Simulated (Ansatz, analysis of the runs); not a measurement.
# Transmission past a defect: Au wire along [110], 4 atoms a period, NO placed on top of one Au, part 4 of 4

Aim: how much does this defect scatter, and at which energies?

Ansatz 0.2.0; DFT PBE, plane waves, PAW; relaxation of a wire's period (the session's first sound run).

So far. Step 3 (Bands of the perfect wire): At the computed energy nearest the Fermi level there are 4 channels a spin, and the thermal average gives 3.63 G₀. Step 4 (Relaxation of the scattering region): The largest force component on a free atom ends at 0.006 eV/Å, under the limit of 0.06. N ends nearest to O at 1.16 Å and Au at 2.06 Å. 2 atoms of the wire itself, hydrogen apart, moved by over 0.45 Å, up to 0.60 Å.

## (5) Transmission

This step: DFT PBE, plane waves, PAW; transmission of a junction in a wire (Ansatz 0.2.0).

The cell is now read as a scatterer between two semi-infinite leads, named by two sites one period apart. The scattering states in its self-consistent potential are matched to the leads' states at each energy. One point across is taken; the program will flag that the box is too narrow for that.

File input.yaml:

```yaml
crystal:
  lattice:
    - [8.88, 0.0, 0.0]
    - [0.0, 11.212, 0.0]
    - [0.0, 0.0, 24.3362530524]
  atoms:
    - { symbol: Au, position: [0.386950635, 0.681461448, 0.0] }
    - { symbol: Au, position: [0.37206976, 0.431110303, 0.0] }
    - { symbol: Au, position: [0.613049365, 0.31856944, 0.055555556] }
    - { symbol: Au, position: [0.62793024, 0.568920585, 0.055555556] }
    - { symbol: Au, position: [0.386950635, 0.681461448, 0.111111111] }
    - { symbol: Au, position: [0.37206976, 0.431110303, 0.111111111] }
    - { symbol: Au, position: [0.613049365, 0.31856944, 0.166666667] }
    - { symbol: Au, position: [0.62793024, 0.568920585, 0.166666667] }
    - { symbol: Au, position: [0.386950635, 0.681461448, 0.222222222] }
    - { symbol: Au, position: [0.37206976, 0.431110303, 0.222222222] }
    - { symbol: Au, position: [0.613049365, 0.31856944, 0.277777778] }
    - { symbol: Au, position: [0.62793024, 0.568920585, 0.277777778] }
    - { symbol: Au, position: [0.3860848868, 0.6747147325, 0.3341577668] }
    - { symbol: Au, position: [0.3708518075, 0.4258376622, 0.3339974437] }
    - { symbol: Au, position: [0.6043503216, 0.3023691371, 0.3887411013] }
    - { symbol: Au, position: [0.6251388713, 0.55266498, 0.3893705755] }
    - { symbol: Au, position: [0.3797813405, 0.6511263081, 0.4449367123] }
    - { symbol: Au, position: [0.3577231389, 0.3977880544, 0.4451009259] }
    - { symbol: Au, position: [0.5947426582, 0.2666831962, 0.500201501] }
    - { symbol: Au, position: [0.6077503172, 0.5187682393, 0.5005195475] }
    - { symbol: Au, position: [0.3776177088, 0.6526372708, 0.5559653516] }
    - { symbol: Au, position: [0.3558763021, 0.3995013872, 0.5556950428] }
    - { symbol: Au, position: [0.606529098, 0.3093110757, 0.6111026974] }
    - { symbol: Au, position: [0.625789582, 0.5594665248, 0.6108627227] }
    - { symbol: Au, position: [0.386950635, 0.681461448, 0.666666667] }
    - { symbol: Au, position: [0.37206976, 0.431110303, 0.666666667] }
    - { symbol: Au, position: [0.613049365, 0.31856944, 0.722222222] }
    - { symbol: Au, position: [0.62793024, 0.568920585, 0.722222222] }
    - { symbol: Au, position: [0.386950635, 0.681461448, 0.777777778] }
    - { symbol: Au, position: [0.37206976, 0.431110303, 0.777777778] }
    - { symbol: Au, position: [0.613049365, 0.31856944, 0.833333333] }
    - { symbol: Au, position: [0.62793024, 0.568920585, 0.833333333] }
    - { symbol: Au, position: [0.386950635, 0.681461448, 0.888888889] }
    - { symbol: Au, position: [0.37206976, 0.431110303, 0.888888889] }
    - { symbol: Au, position: [0.613049365, 0.31856944, 0.944444444] }
    - { symbol: Au, position: [0.62793024, 0.568920585, 0.944444444] }
    - { symbol: "N", position: [0.7025840047, 0.1040796808, 0.5017567923] }
    - { symbol: O, position: [0.8328533504, 0.0923597202, 0.500815865] }
kpoints:
  mp_grid: { grid: [1, 1, 4] }
scf:
  occupations: { method: fermi_dirac, width: 0.05 }
hamiltonian:
  xc: pbe
output:
  transmission:
    e_range: [-1.26, 1.26]
    de: 0.035
    kmesh: [1, 1]
    reduced_basis: true
    leads: [[32, 0]]
  dos: { projected: true, e_range: [-4, 3] }
  write_potential: true
  write_density: true
  volumetric_format: npy
  elf: true
basis:
  ecutwfc: "350 eV"
```

Started as:

```console
ansatz run input.yaml --threads 4 --pin off --max-ram 16384MiB --backend cpu --events-out ev --progress --plain --runs-dir out
```

Numbers of over 12 decimals in the logs are rounded to 6 here.

The program printed:

```text
[...]
Crystal: 38 atoms, lattice volume = 2422.980 Å³
Basis set: ecut = 350 eV, 35947 PW (Γ)
Bands: 417, of which v1, the nominal top of the filled ones, is band 348 counted from 1 (347 counted from 0)
Symmetry: 1 space group operations
[...]
k-points: 3 of 4 (time reversal used)
[...]
SCF iter   1: F=—  HF=-474296.852795 eV  |F-HF|=—  |Δ(HF+E_count)|=         —  Δρ=5.16e-3  dr2=1.78e0  ethr=1.77e-3  ⟨swp⟩=6.7  Hψ=5055  notcnv=0  defer=67
[...]
SCF iter  12: F=-474296.767774 eV  HF=-474296.767774 eV  |F-HF|=7.92e-9  |Δ(HF+E_count)|=   6.04e-8  Δρ=1.22e-6  dr2=4.33e-8  ethr=1.44e-11  ⟨swp⟩=13.3  Hψ=5194  notcnv=0
SCF 1 converged in 12 iterations: F = -474296.767774 eV  dr2 = 4.33e-8
[...]
transmission: 29 of 174 steps passed
transmission: 58 of 174 steps passed
[...]
transmission: 174 of 174 steps passed
WARN: The output density's exchange-correlation potential varies sharply where the density is thin. Do not read a vacuum level from v_tot or v_xc, or from such a field of the output density. On a cell that repeats whose density bears no net charge and no dipole along the vacuum's axis use v_es (v_loc + v_h of the components); under efield.dipole_correction with no amplitude use v_es + v_field, which holds any externa [...]
SCF converged after 12 iterations
Free energy (F): -474296.767774 eV
[...]
Internal energy: -474296.590869 eV  (E = F + TS)
E sigma→0 (E₀):  -474296.679321 eV
Entropy (-TS):   -0.176905 eV (-4.655 meV/atom)
Fermi energy:    1.325242 eV
[...]
--- Band table (eV) ---
  k-point 0: bands = [... 344 lower, 1.0826, 1.1373, 1.2829, 1.3797, 1.3960, 1.5341, 1.6060, 1.6855, ... 65 higher]
  k-point 1: bands = [... 344 lower, 0.8780, 1.1526, 1.2753, 1.2970, 1.4300, 1.4816, 1.5989, 1.7168, ... 65 higher]
  k-point 2: bands = [... 344 lower, 0.7290, 1.0194, 1.0444, 1.2985, 1.3808, 1.6050, 1.6902, 1.8489, ... 65 higher]
--- Transmission ---
  basis      : 721 plane waves across, 29 finite elements along
  points     : 1, standing for a mesh of 1 x 1
  unconverged: the k-mesh may be too coarse, since an axis without vacuum has one point: set a kmesh with more there, and mesh_tolerance
[...]
crystal 0  : Au4, at the sites [32, 0], period 2.7040 Å, over 16.22 Å; its Hamiltonian steps by up to 5.7 meV
[...]
filled         : 1.3 meV over the level at which it is neutral
    channels       : 4.000000e0 a spin
[...]
junction   : crystal 0 to crystal 0, 0.68 to 22.31 Å
    transmission   : 3.213110e0 a spin
    error estimate : 6.240354e-4 a spin from the reduction of the transverse basis, at the most 5.174469e-3 at -1.225000 eV
    conductance    : 2.3327e14 S/m² at 300 K (2.3356e14 on every other energy)
    error estimate : 0.1 % from the energy spacing and 0.0 % from band edges of the leads and from resonances (wavevectors taken as independent; lower de), 0.0 % from the reduction of the transverse basis, 3.8 % from the steps of its leads' Hamiltonians or their offsets (lay more layers), 0.4 % from the distance to neutral
    resistance     : 8.6454e-4 Ω µm² beyond half of each lead's own
```

Elapsed: 5.4 min, on 4 threads of Arm Neoverse V2, shared host; peak memory 7.6 GiB; 18 min of CPU time.

Numbers from this step:

| Item | Value |
| --- | --- |
| energy at zero smearing | -474296.6793 eV |
| transmission at the energy nearest the Fermi level, one spin | 3.213 |
| step of the lead's Hamiltonian | 5.7 meV |
| conductance of the junction | 2.998 G₀ |

Table of transmission, one spin by energy, zero at the Fermi level:

```tsv
energy (eV)	transmission, one spin
-1.190	3.67
-1.015	2.81
-0.805	2.94
-0.770	2.94
-0.595	2.93
-0.385	2.91
-0.210	2.83
0.000	3.21
0.105	3.40
0.210	3.28
0.385	2.74
0.595	3.00
0.770	3.04
0.805	3.04
1.015	3.01
1.190	2.97
```

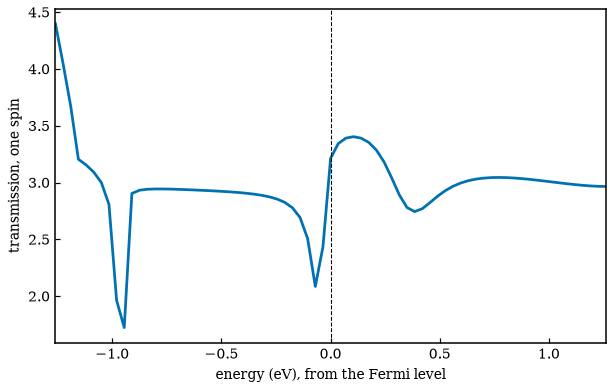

Transmission, one spin, plotted against energy.

The open channels of the lead, one spin by energy, zero at the Fermi level:

```tsv
energy (eV)	open channels of the lead, one spin
-1.190	5
-1.085	4
-1.015	4
-0.910	3
-0.805	3
-0.700	3
-0.595	3
-0.490	3
-0.385	3
-0.315	3
-0.210	3
-0.105	3
0.000	4
0.105	4
0.210	4
0.315	4
0.385	4
0.490	4
0.595	4
0.700	4
0.805	4
0.910	4
1.015	4
1.085	4
1.190	4
```

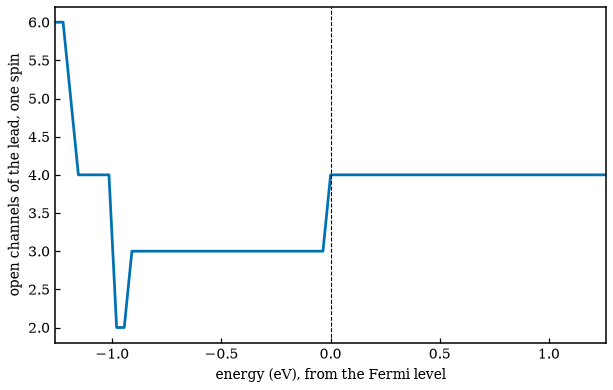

Open channels of the lead, one spin against energy.

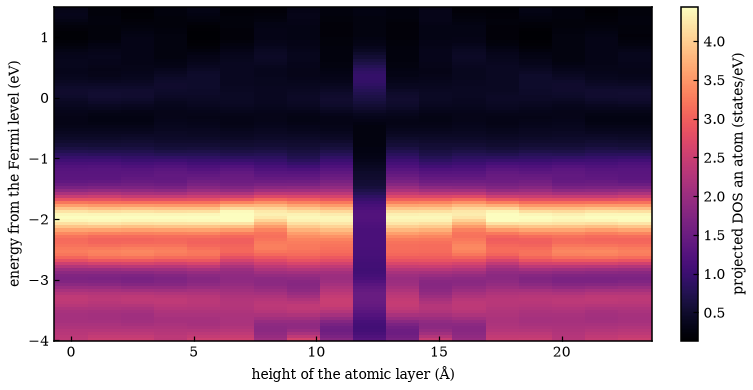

Projected DOS an atom over height of the atomic layer and energy from the Fermi level.  broadened by a Gaussian of 0.15 eV, since few k-points sample the long cell.

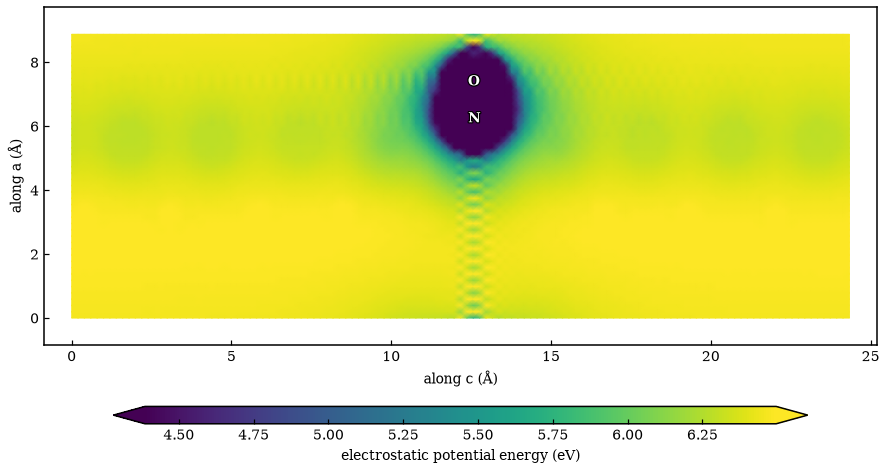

Electrostatic potential energy in the ca plane at fractional y = 0.092, with atoms of N and O within 0.2 Å of it. With pseudopotentials it is smooth inside the atoms' cores, unlike the true potential.

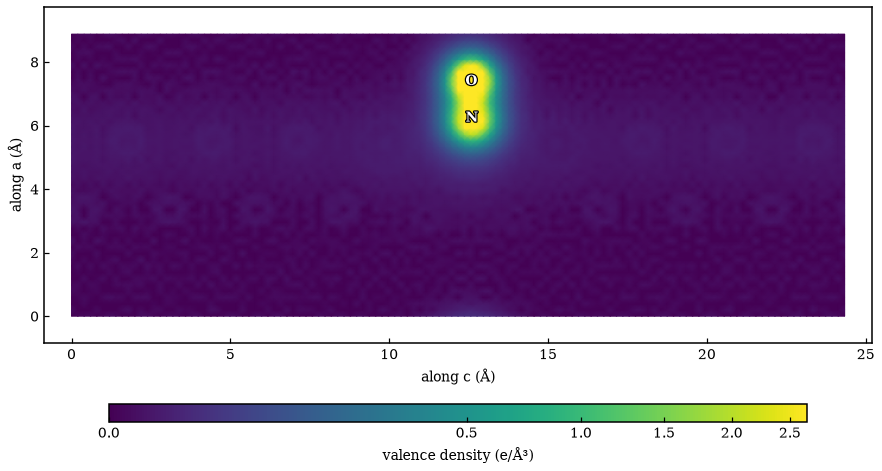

Valence density in the ca plane at fractional y = 0.092, with atoms of N and O within 0.2 Å of it. It is the smooth field of the valence electrons, not physical close to the nuclei. The colour scale is stretched toward low values.

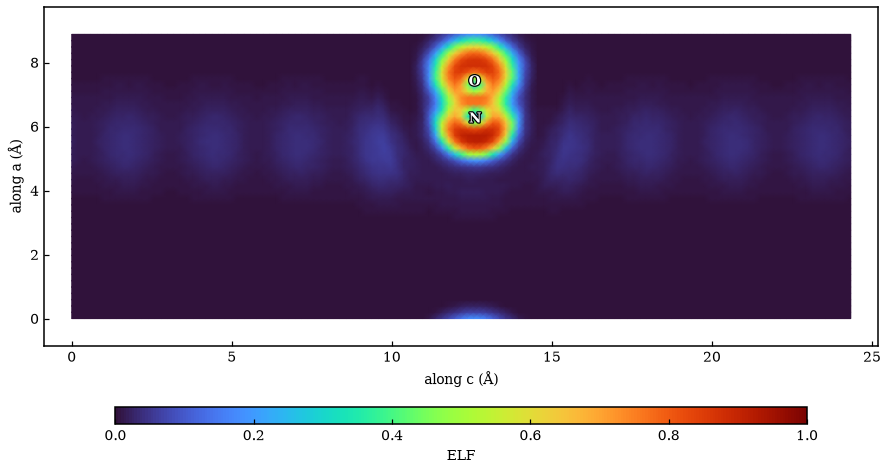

ELF in the ca plane at fractional y = 0.092, with atoms of N and O within 0.2 Å of it. It is the smooth field of the valence electrons, not physical close to the nuclei.

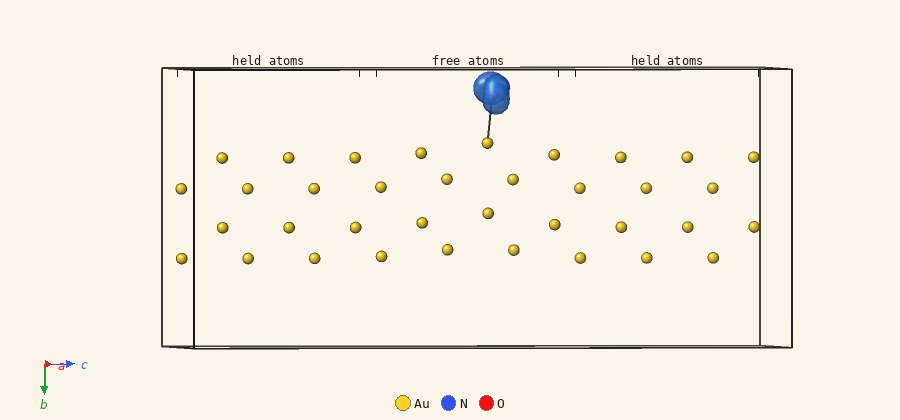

Surface of ELF = 0.85.

By hand: the program gives 2.3327 × 10^14 S/m² over the cell's cross-section of 99.56 Å² = 9.956 × 10^-19 m², so one cell conducts 2.322 × 10^-4 S. Divided by G0 = 2e²/h = 7.748 × 10^-5 S this is 3.00 G0, a resistance of 4.31 kΩ.

The conductance is 3.00 G₀, with 4 channels a spin open in the lead. The lead's Hamiltonian steps by 5.7 meV, which the program lets pass, though it counts in the error estimate.

## (6) Conductance and thermopower from T(E)

This step: Landauer integrals over the computed T(E), interpolated linearly between its energies (analysis of the runs above).

Conductance and thermopower are moments of T(E) over the thermal window; sliding the window along E stands for a gate that leaves T(E) rigid.

This step gave:

```yaml
conductance_at_300_k_interpolated_from_t_e: 2.971 G₀
thermopower_at_300_k: -18.52 μV/K
lorenz_number_over_l0: 0.9584
```

T(E) held rigid; rough near sharp steps of T(E). Conductance at 300 K against shift of the leads' level:

```tsv
shift of the leads' level (eV)	conductance at 300 K (G₀)
-0.8	2.93
-0.6	2.93
-0.4	2.91
-0.2	2.79
0.0	2.97
0.2	3.28
0.4	2.79
0.6	2.99
0.8	3.04
```

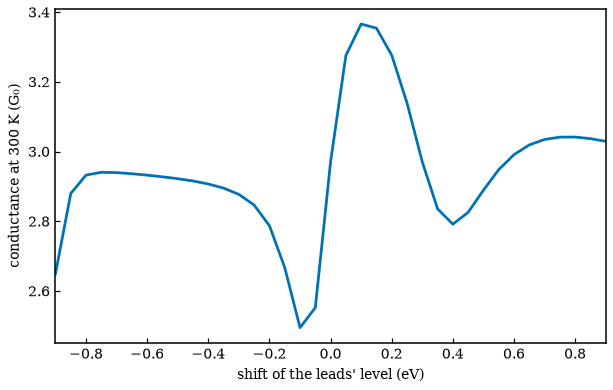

Conductance at 300 K, plotted against shift of the leads' level.

T(E) held rigid; rough near sharp steps of T(E). Table of thermopower at 300 K by shift of the leads' level:

```tsv
shift of the leads' level (eV)	thermopower at 300 K (μV/K)
-0.900	-16.7
-0.750	-0.238
-0.600	0.220
-0.500	0.303
-0.350	0.765
-0.200	4.52
-0.050	-14.4
0.050	-8.27
0.200	4.74
0.350	4.63
0.500	-3.09
0.600	-1.73
0.750	-0.166
0.900	0.427
```

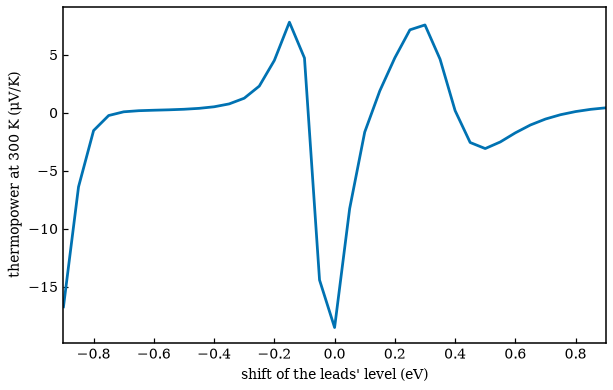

Thermopower at 300 K against shift of the leads' level.

The two levels move by half the bias each and T(E) is held rigid. The current from the zero-bias T(E) by bias:

```tsv
bias (V)	current from the zero-bias T(E) (μA)
0.000	0
0.100	22.8
0.200	45.4
0.300	68.4
0.400	91.9
0.500	115
0.600	138
0.700	161
0.800	183
0.900	205
1.000	227
1.100	250
1.200	273
1.300	296
1.400	319
1.500	342
1.600	365
1.700	388
1.800	411
1.900	432
```

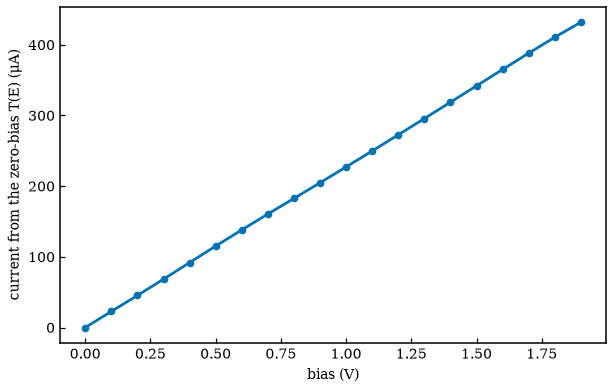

Current from the zero-bias T(E) against bias.

By hand, Mott's formula: S = −(π²k²T/3e) d ln T/dE, and π²k²T/3e = 7.33 μV/K × eV at 300 K. The computed T is 2.09 at -0.070 eV and 3.39 at +0.070 eV, so d ln T/dE ≈ 3.47 per eV and S ≈ -25.5 μV/K, against -18.5 from the integrals. The two differ since ln T is not straight over the thermal window.

The thermopower is -18.5 μV/K. The Lorenz ratio is 0.96, where the Wiedemann-Franz law gives 1. Moving the level by up to 0.1 eV either way gives -19 to 4.7 μV/K.

## (7) Results

| Property | Result |
| --- | --- |
| conductance of the perfect wire | 3.63 G₀ |
| conductance, NO placed on top of one Au | 3.00 G₀ |
| thermopower, NO placed on top of one Au | -18.5 μV/K |

Summed over the computed window, 81 % of the lead's open channels pass the defect; the conductance at 300 K is 3.00 G₀. With NO placed on top of one Au, 80 % of the conductance of that run's own lead (3.75 G₀) is left. Transport is coherent and elastic here: the atoms are frozen, so scattering by vibrations plays no part. With NO placed on top of one Au several atoms of the wire itself moved far in the relaxation, so the changed stretch between the held leads may scatter as well as the defect. Adsorbates are named by the site where they were placed; the distances after each relaxation show where they ended. Spin-orbit coupling is left out, which matters for the bands of heavy atoms. A cutoff under the files' recommended one was taken to save time; its effect on T(E) was not tested here. A cell with an odd number of electrons ran without spin; a level of the scatterer near the Fermi level could split if spin were allowed. The program marked the mesh across the current as unconverged: one point across may be too few, as where atoms come near their images or a face has no vacuum.

[Logs are printed without paths, hosts, clocks, repeated set-up lines and the standing remarks that a program may print on its own settings, such as how far it seeks lower states.]

[Hosts, paths, dates, database ids (printed as entryN), source tags and the programs' standing remarks are cut or masked in the printed files.]
